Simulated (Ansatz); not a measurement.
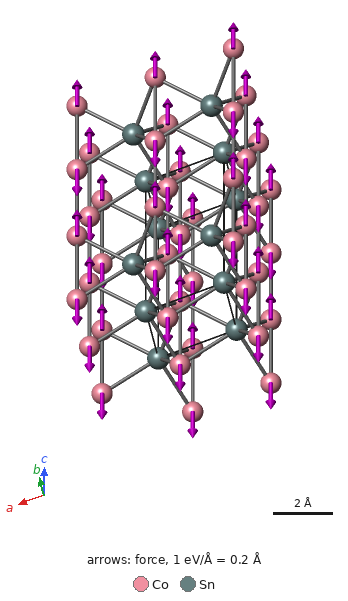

Starting geometry of a crystal of Co2Sn (a generated structure, set up in P-6m2) (coarse preliminary run) with the computed forces as purple arrows. The picture is a ball-and-stick view of the cell of the calculation, repeated 1 × 2 × 1 with one cell outlined, seen from a free direction.

The calculation used DFT PBE, scalar-relativistic, plane waves, PAW in Ansatz 0.2.0. Set-up: plane-wave cutoff 420 eV; k-point mesh 6 × 6 × 4; occupations gaussian; smearing width 0.1 eV; collinear spin; cell and atoms relaxed; force threshold 0.04 eV/Å; at most 70 steps.

> What follows when this structure is relaxed?

It isn't relaxed: the largest force vector, on Co atoms, is 5.17 eV/Å. The atoms end up moving mostly along the starting forces (cosine between the two patterns 1.00). After 13 accepted moves (15 points after the start) the energy has fallen by 825 meV per atom. Largest force component: 5.2 eV/Å at the start, 0.0014 eV/Å at the end. The pressure goes from 34.34 to 0.13 GPa. At 2 points the geometry stayed and the basis and grid were re-selected for the new cell (energy shift of 33.4 meV per atom at most each time). The largest moves relative to the cell, 0.49 Å, are those of Co atoms. Sn stays in place. Cell: a = b 3.341 → 2.972 Å (−11.0 %), c 5.041 → 6.272 Å (+24.4 %). Volume −1.5 %. Among the contacts that change: Co–Co 2.465 → 4.055 Å, Sn–Sn 3.341 → 2.972 Å, Co–Sn 2.289 → 2.656 Å, Co–Co 2.576 → 2.217 Å. Bonds break: Co–Co (2.47 → 4.05 Å). Bond angles that change, for instance: Co–Sn–Co 65.2° → 99.5°, Co–Sn–Co 93.7° → 68.0°, Sn–Co–Sn 93.7° → 68.0°. The space group stays P-6m2 (No. 187).
